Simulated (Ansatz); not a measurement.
**RuSi₄₇: geometry relaxation (part 1 of 3)**

System: RuSi₄₇ (defect cell, 48 atoms in the cell).
Method: DFT PBE, scalar-relativistic, plane waves, PAW, spin-polarised (Ansatz 0.2.0).

The structure derives from a Materials Project entry. It belongs to a series of runs on one base structure; here: Ru on a Si site (f), charge +0, atoms relaxed at the host's cell, started again with a moment of 2 μB.

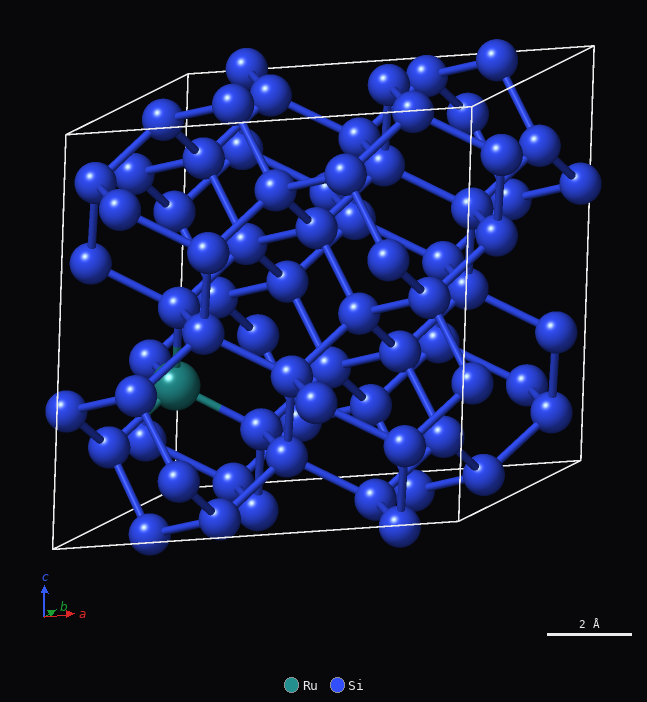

Fig. 1: The structure as given in the input (ball-and-stick view of the cell of the calculation, seen slightly off an axis). Near neighbours in the crystal (not all of them lie inside the picture): Ru has 4 Si at 2.32 to 2.34 Å; Si has 4 Si at 2.36 to 2.39 Å; Si has 1 Ru at 2.32 to 2.34 Å and 3 Si at 2.38 to 2.39 Å.

### Results in brief

| quantity | value |
| --- | --- |
| outcome | converged |
| electrons treated | 204 |
| free energy | −35760.1487 eV |
| Fermi energy | 6.324 eV |
| gap on the k-point mesh | 0.98 eV |
| net moment of the cell | 0.00 μB |
| integrated absolute moment | 0.00 μB |
| final volume | 981.12 Å³ |
| largest force (length of the vector) at the end | 0.016 eV/Å |
| hardware | 4 threads of Arm Neoverse V1, 24 GiB of memory available, shared host |
| wall time | 79 s (CPU time 4.9 min) |
| peak memory | 2.9 GiB |

### Notes

The program warns: some starting moments were not kept.

### Input
```yaml
crystal:
  lattice:
    - [7.7025612697, 1.0e-10, -6.3650227274]
    - [-3.8512806348, -6.6706137338, -6.3650227274]
    - [-3.8512806349, 6.6706137337, -6.3650227274]
  atoms:
    - { symbol: Ru, position: [0.1476976899, 0.4810310233, 0.3143643566], spin: 2.0 }
    - { symbol: Si, position: [0.3109691101, 0.645529612, 0.9790177734] }
    - { symbol: Si, position: [0.9785958847, 0.3128761734, 0.6449617305] }
    - { symbol: Si, position: [0.8123511067, 0.6443024435, 0.4788629454] }
    - { symbol: Si, position: [0.4782950638, 0.3119292181, 0.1462095067] }
    - { symbol: Si, position: [0.6454074582, 0.4789596405, 0.8123904463] }
    - { symbol: Si, position: [0.3121962787, 0.1456844401, 0.4776357768] }
    - { symbol: Si, position: [0.9795428401, 0.8116283971, 0.1452625514] }
    - { symbol: Si, position: [0.1456263072, 0.979057113, 0.8120741249] }
    - { symbol: Si, position: [0.6457237796, 0.9787407916, 0.3122929738] }
    - { symbol: Si, position: [0.8120367613, 0.1453700946, 0.9787034279] }
    - { symbol: Si, position: [0.4787162423, 0.8120495756, 0.645382909] }
    - { symbol: Si, position: [0.1457774274, 0.3128686108, 0.9803571993] }
    - { symbol: Si, position: [0.3119323415, 0.4784133584, 0.6453033634] }
    - { symbol: Si, position: [0.9795352775, 0.147023866, 0.312444094] }
    - { symbol: Si, position: [0.8136905326, 0.4791107607, 0.1462019442] }
    - { symbol: Si, position: [0.4788450269, 0.1455766353, 0.8122565754] }
    - { symbol: Si, position: [0.645716674, 0.3119857461, 0.4790322302] }
    - { symbol: Si, position: [0.3123655635, 0.9790500073, 0.1453190794] }
    - { symbol: Si, position: [0.9786524128, 0.6456988969, 0.8123833406] }
    - { symbol: Si, position: [0.145080025, 0.81197003, 0.4785990082] }
    - { symbol: Si, position: [0.6455899087, 0.8121783602, 0.9789099686] }
    - { symbol: Si, position: [0.8122433019, 0.978923242, 0.6455116935] }
    - { symbol: Si, position: [0.4786366967, 0.6452656749, 0.3117466917] }
    - { symbol: Si, position: [0.0250981474, 0.3584314808, 0.1917648141] }
    - { symbol: Si, position: [0.1872629747, 0.5208451321, 0.8538856365] }
    - { symbol: Si, position: [0.8542408627, 0.1874629428, 0.5212647677] }
    - { symbol: Si, position: [0.6872189699, 0.5205963081, 0.3541784654] }
    - { symbol: Si, position: [0.354598101, 0.187574196, 0.0207962762] }
    - { symbol: Si, position: [0.5210001253, 0.3539811403, 0.6874101604] }
    - { symbol: Si, position: [0.1875117988, 0.0205523032, 0.3539296414] }
    - { symbol: Si, position: [0.8541296095, 0.6879314343, 0.0209075293] }
    - { symbol: Si, position: [0.020647807, 0.8540768271, 0.687666792] }
    - { symbol: Si, position: [0.5207434937, 0.8543334586, 0.1873144736] }
    - { symbol: Si, position: [0.6874699631, 0.0208032965, 0.8541366298] }
    - { symbol: Si, position: [0.3542363163, 0.6875696496, 0.520902983] }
    - { symbol: Si, position: [0.021324243, 0.1880109238, 0.8546079434] }
    - { symbol: Si, position: [0.1870563685, 0.3560905758, 0.5177628646] }
    - { symbol: Si, position: [0.8546775905, 0.0212746101, 0.1879909096] }
    - { symbol: Si, position: [0.6879412767, 0.3546575763, 0.0213442571] }
    - { symbol: Si, position: [0.3542912745, 0.021304858, 0.68749093] }
    - { symbol: Si, position: [0.5212213915, 0.18718506, 0.3542716863] }
    - { symbol: Si, position: [0.1876050196, 0.8545547248, 0.0205183933] }
    - { symbol: Si, position: [0.8538517267, 0.520938353, 0.6878880582] }
    - { symbol: Si, position: [0.0227572424, 0.6844295313, 0.3537230351] }
    - { symbol: Si, position: [0.5208242633, 0.6876246078, 0.8546381914] }
    - { symbol: Si, position: [0.6879715247, 0.8541575966, 0.5209579412] }
    - { symbol: Si, position: [0.3510961979, 0.5203897018, 0.1894239091] }
  host:
    lattice:
      - [3.8512806348, 0.0, 0.0]
      - [-1.9256403174, 3.3353068669, 0.0]
      - [0.0, 0.0, 6.3650227274]
    atoms:
      - { symbol: Si, position: [0.3333333333, 0.6666666667, 0.0629309403] }
      - { symbol: Si, position: [0.6666666667, 0.3333333333, 0.5629309403] }
      - { symbol: Si, position: [0.3333333333, 0.6666666667, 0.4370690597] }
      - { symbol: Si, position: [0.6666666667, 0.3333333333, 0.9370690597] }
basis:
  ecutwfc: 420
  xc_grid: 2
kpoints:
  mp_grid: { grid: [2, 2, 2], shift: [0.5, 0.5, 0.5] }
hamiltonian:
  xc: pbe
scf:
  occupations: { method: gaussian, width: 0.02 }
output:
  forces: true
  stress: false
  eigenvalues: true
  populations: true
  charged_corrections:
    defect_position: [0.14568969, 0.47902302, 0.31235635]
    epsilon: [[12.6179, 0.0, 0.0], [0.0, 12.6179, 0.0], [0.0, 0.0, 13.7065]]
  write_density: true
  write_potential: true
  elf: true
  volumetric_format: npy
magnetization:
  spin_polarized: true
relax:
  adjacent_minimum: "off"
  f_tol: 0.025
  max_steps: 45
```

Run as:
```bash
ansatz run input.yaml --threads 4 --pin off --max-ram 6144MiB --backend cpu --events-out ev --progress --plain --runs-dir out
```

### Log
```
Engine: ansatz 0.2.0, aarch64-unknown-linux-gnu
Pseudopotentials: kind: paw
Pseudopotential: Ru, paw, valence charge 16, recommended cutoff 420 eV (normal), Ru.paw.azcp
Pseudopotential: Si, paw, valence charge 4, recommended cutoff 420 eV (normal), Si.paw.azcp
Functional definition: PBE
  parameter kappa = 0.804
  parameter beta = 0.06672455060314922
  exchange = pbe_x(kappa = kappa, mu = beta*pi^2/3)
  correlation = pbe_c(beta = beta)
Crystal: 48 atoms, lattice volume = 981.120 Å³
Basis set: ecut = 420 eV, 19113 PW (Γ), exchange–correlation on 144×144×144 points (8 copies of the dense FFT grid, shifted against one another)
Bands: 151, of which v1, the nominal top of the filled ones, is band 102 counted from 1 (101 counted from 0)
Symmetry: 3 space group operations
Space group: R3 (ITA 146), of the structure as read, at distance tolerance 9.9e-5 Å
Magnetic group: BNS 146.10 (UNI 1240), of the structure as read, at distance tolerance 9.9e-5 Å
k-points: 2 of 8 (time reversal used)
Non-local potential: Ru, projectors of the file, l = 0: 3, l = 1: 2, l = 2: 2, l = 3: 1
Non-local potential: Si, projectors of the file, l = 0: 2, l = 1: 2, l = 2: 2
PAW form: soft (Blöchl's): semilocal exchange-correlation on the pseudo side does not see the compensation charge
PAW one-centre angular grid: Ru, 590 points (default); XC on 64 Gauss nodes
PAW one-centre angular grid: Si, 110 points (default); XC on 64 Gauss nodes
Initial density: superposition of atomic densities (chi_scale 0.1, normalization cell)
Starting moments: Σ|m| = 2 μB on 1 of 48 sites
Initial wavefunctions: pseudopotential atomic-orbital guess
Functional: x = pbe(κ = 0.804, μ = 0.2195149727645171), c = pbe(β = 0.06672455060314922)
SCF iter   1: F=—  HF=-35763.374698 eV  |F-HF|=—  |Δ(HF+E_count)|=         —  Δρ=2.49e-2 (↑2.49e-2 ↓2.30e-2)  dr2=1.91e1  dr2_m=3.83e-1  M=0.000 μB ∫|m|=1.722 μB  β_m=0.30  ethr=3.10e-3  ⟨swp⟩=6.0  Hψ=2752  notcnv=0  defer=70
Mixer restart at iter 1: flushing history
preconditioner: auto → Resta (q_TF=auto, 2.100 Å⁻¹)  ε∞=5.6  [insulator: Δε(μ)=0.307 eV  Ē_g=7.744 eV  σ=0.020 eV  W_gap=1.00  n_scr=154 (ndim 8)  ℏωp=16.6 eV  f_vac=0.000  D(μ)=0.00/eV (n_scr^D=0)  ε∞_Penn≈5.6]
spin=Collinear: Resta preconditioning applied to the charge; magnetization (m = ρ↑ − ρ↓) channel mixes plain (no charge-response kernel on spin).
SCF iter   2: F=—  HF=-35761.285898 eV  |F-HF|=—  |Δ(HF+E_count)|=    2.09e0  Δρ=1.79e-2 (↑1.79e-2 ↓1.74e-2)  dr2=1.03e1  dr2_m=2.32e-1  M=0.000 μB ∫|m|=1.547 μB  β_m=0.65  ethr=3.10e-3  ⟨swp⟩=2.2  Hψ=723  notcnv=0  defer=106
SCF iter   3: F=—  HF=-35759.924116 eV  |F-HF|=—  |Δ(HF+E_count)|=    1.36e0  Δρ=3.94e-3 (↑3.94e-3 ↓2.73e-3)  dr2=3.04e-1  dr2_m=4.57e-2  M=0.000 μB ∫|m|=0.760 μB  β_m=0.66  ethr=3.10e-3  ⟨swp⟩=2.8  Hψ=972  notcnv=0  defer=176
SCF iter   4: F=—  HF=-35760.019388 eV  |F-HF|=—  |Δ(HF+E_count)|=   9.53e-2  Δρ=2.12e-3 (↑1.25e-3 ↓2.12e-3)  dr2=7.62e-2  dr2_m=1.70e-2  M=0.000 μB ∫|m|=0.487 μB  β_m=0.83  ethr=1.49e-4  ⟨swp⟩=2.0  Hψ=1032  notcnv=0  defer=176
SCF iter   5: F=—  HF=-35760.144223 eV  |F-HF|=—  |Δ(HF+E_count)|=         —  Δρ=6.64e-4 (↑6.64e-4 ↓3.82e-4)  dr2=3.13e-3  dr2_m=2.04e-3  M=0.000 μB ∫|m|=0.088 μB  β_m=0.83  ethr=3.73e-5  ⟨swp⟩=3.5  Hψ=1078  notcnv=0  defer=176
SCF iter   6: F=—  HF=-35760.145212 eV  |F-HF|=—  |Δ(HF+E_count)|=   9.89e-4  Δρ=2.31e-4 (↑2.31e-4 ↓9.28e-5)  dr2=1.57e-3  dr2_m=1.07e-4  M=0.000 μB ∫|m|=0.031 μB  β_m=0.92  ethr=1.53e-6  ⟨swp⟩=2.0  Hψ=1105  notcnv=0  defer=176
SCF iter   7: F=—  HF=-35760.148378 eV  |F-HF|=—  |Δ(HF+E_count)|=   3.17e-3  Δρ=1.48e-4 (↑1.48e-4 ↓5.76e-5)  dr2=2.61e-4  dr2_m=8.88e-5  M=0.000 μB ∫|m|=0.017 μB  β_m=0.96  ethr=7.70e-7  ⟨swp⟩=2.8  Hψ=1023  notcnv=0  defer=176
SCF iter   8: F=—  HF=-35760.148727 eV  |F-HF|=—  |Δ(HF+E_count)|=   3.49e-4  Δρ=2.90e-5 (↑2.90e-5 ↓1.81e-5)  dr2=2.71e-5  dr2_m=2.89e-6  M=0.000 μB ∫|m|=0.002 μB  β_m=0.98  ethr=1.28e-7  ⟨swp⟩=3.0  Hψ=1063  notcnv=0  defer=176
SCF iter   9: F=—  HF=-35760.148713 eV  |F-HF|=—  |Δ(HF+E_count)|=   1.39e-5  Δρ=1.76e-5 (↑1.76e-5 ↓5.53e-6)  dr2=1.51e-5  dr2_m=5.27e-7  M=0.000 μB ∫|m|=0.001 μB  β_m=0.89  ethr=1.33e-8  ⟨swp⟩=2.5  Hψ=959  notcnv=0  defer=176
SCF iter  10: F=—  HF=-35760.148730 eV  |F-HF|=—  |Δ(HF+E_count)|=   1.70e-5  Δρ=9.16e-6 (↑9.16e-6 ↓4.56e-6)  dr2=5.43e-6  dr2_m=5.20e-8  M=0.000 μB ∫|m|=0.000 μB  β_m=0.94  ethr=7.40e-9  ⟨swp⟩=2.0  Hψ=924  notcnv=0  defer=176
SCF iter  11: F=—  HF=-35760.148736 eV  |F-HF|=—  |Δ(HF+E_count)|=   5.89e-6  Δρ=2.25e-6 (↑1.55e-6 ↓2.25e-6)  dr2=3.72e-7  dr2_m=1.25e-9  M=0.000 μB ∫|m|=0.000 μB  β_m=0.97  ethr=2.66e-9  ⟨swp⟩=2.5  Hψ=1011  notcnv=0  defer=176
SCF iter  12: F=-35760.148736 eV  HF=-35760.148736 eV  |F-HF|=5.30e-9  |Δ(HF+E_count)|=   5.46e-7  Δρ=3.42e-7 (↑3.42e-7 ↓2.93e-7)  dr2=6.82e-9  dr2_m=5.31e-10  M=0.000 μB ∫|m|=0.000 μB  ethr=1.83e-10  ⟨swp⟩=18.8  Hψ=6006  notcnv=0
WARN: the starting moments were not kept: the SCF closed with an absolute magnetisation of 5.3e-5 μB, where they sum to 2 μB in size (1 site). That is at most 0.1 of that sum. Measured as dr2_m measures the in/out step, that magnetisation stands 2.3e-10 eV from none, at or under the dr2_threshold of 1.6e-5 eV: it is no larger than a step whose dr2_m would equal this threshold. The system may hold no moment; this SCF shows only that its start led to no more than that. To try another start: raise the starting moments (crystal.atoms[].spin, magnetization.per_species, magnetization.initial_magnetization, or on a non-collinear deck that types none of these the spinor_matrix: blocks that start its atoms; where the total moment is fixed, keep their sum and leave initial_magnetization as it is; typed ones take the place of any that the run laid by itself, positive ones on a crystal's lanthanoids without a Hubbard term where scf.initial_density.shell_occupations: [] is typed) or, if the notice of its spin-set hold's release reads "site moments contracting" or "site moments show no strong build", lengthen the hold (scf.mixing.spin_hold: { on: { confirm: 4 } }; for m-r²SCAN on two components see the key's manual first). Each may lead to a state that holds a moment. A second SCF, from the converged charge density, with the starting moments and any scf.initial_density.shell_occupations laid on it anew, would have followed, and was not run: the deck does not ask for one (magnetization.retry_lost_moments is false, the default). To let it run, set magnetization.retry_lost_moments: true and run the deck again, where that key's refused combinations let it; where memory then withholds it, that run's warning says so.
SCF 1 converged in 12 iterations: F = -35760.148736 eV  dr2 = 6.82e-9
  greatest PAW one-centre occupation: 0.999 electrons in one spin orbital (limit 2), on the Ru atom at site 0 (counted from 0), in its partial waves of l = 0
relax step   1: F+E_penalty+E_count = -35760.14873619 eV  Δ(F+E_penalty+E_count) = +0.000e0 eV  max|allowed force component| = 1.569e-2 eV/Å  Δτ_max = 0.0000 Å  (12 SCF iters, dr2 threshold 1.56e-5 eV, accepted)
Initial density: handed on by an earlier stage of this run
Starting moments: Σ|m| = 2 μB on 1 of 48 sites; this step starts from the density that it was given
Initial wavefunctions: those handed on with the density
iter 1 solved again at ethr=2.70e-12 eV; its pass at ethr=3.10e-3 eV (dr2=5.51e-9 eV) is discarded
SCF iter   1: F=—  HF=-35760.148736 eV  |F-HF|=—  |Δ(HF+E_count)|=         —  Δρ=4.65e-7 (↑4.65e-7 ↓2.58e-7)  dr2=5.44e-9  dr2_m=7.51e-10  M=0.000 μB ∫|m|=0.000 μB  β_m=0.65  ethr=2.70e-12  ⟨swp⟩=1.0  Hψ=1424  notcnv=0
preconditioner: auto → Resta (q_TF=auto, 2.100 Å⁻¹)  ε∞=5.8  [insulator: Δε(μ)=0.977 eV  Ē_g=7.615 eV  σ=0.020 eV  W_gap=1.00  n_scr=154 (ndim 8)  ℏωp=16.6 eV  f_vac=0.000  D(μ)=0.00/eV (n_scr^D=0)  ε∞_Penn≈5.8]
spin=Collinear: Resta preconditioning applied to the charge; magnetization (m = ρ↑ − ρ↓) channel mixes plain (no charge-response kernel on spin).
SCF iter   2: F=-35760.148736 eV  HF=-35760.148736 eV  |F-HF|=4.26e-9  |Δ(HF+E_count)|=  6.98e-10  Δρ=3.41e-7 (↑1.02e-7 ↓3.41e-7)  dr2=4.88e-9  dr2_m=1.45e-10  M=0.000 μB ∫|m|=0.000 μB  ethr=2.67e-12  ⟨swp⟩=5.0  Hψ=2807  notcnv=0
the starting moments were not kept: the SCF closed with an absolute magnetisation of 3.0e-5 μB, where they sum to 2 μB in size (1 site). That is at most 0.1 of that sum. Measured as dr2_m measures the in/out step, that magnetisation stands 7.2e-11 eV from none, at or under the dr2_threshold of 1.0e-7 eV: it is no larger than a step whose dr2_m would equal this threshold.
SCF 2 converged in 2 iterations: F = -35760.148736 eV  dr2 = 4.88e-9
relax step   2: F+E_penalty+E_count = -35760.14873619 eV  Δ(F+E_penalty+E_count) = -1.179e-9 eV  max|allowed force component| = 1.570e-2 eV/Å  Δτ_max = 0.0000 Å  (2 SCF iters, accepted)
```

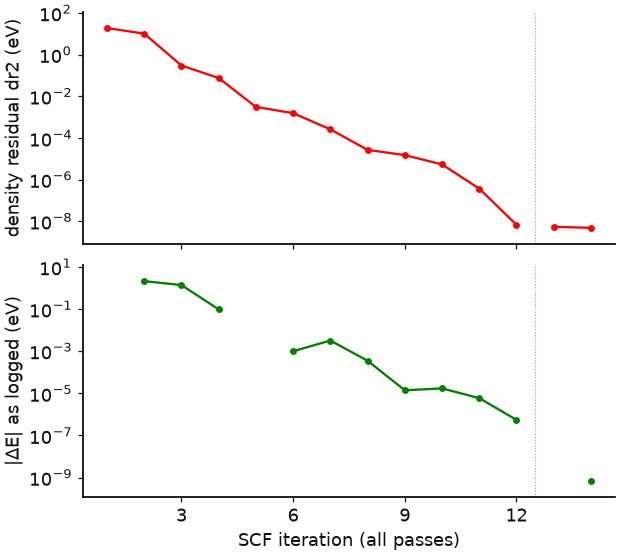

Fig. 2: Convergence of the self-consistent field: density residual dr2 and size of the energy change against the SCF iteration. The dotted lines part the SCF passes of the relaxation: geometry steps, rejected trials and re-solves on a re-selected basis. The passes take 12 and 2 iterations.

```
SCF converged after 2 iterations
Magnetization: 0.0000 μB (102.0000 up, 102.0000 down)
Absolute magnetization: 0.0000 μB (∫|ρ↑−ρ↓|, with the PAW one-centre terms)
Spin contamination: 0.0000 ħ² per cell (⟨S²⟩ above its minimum at these occupations)
```
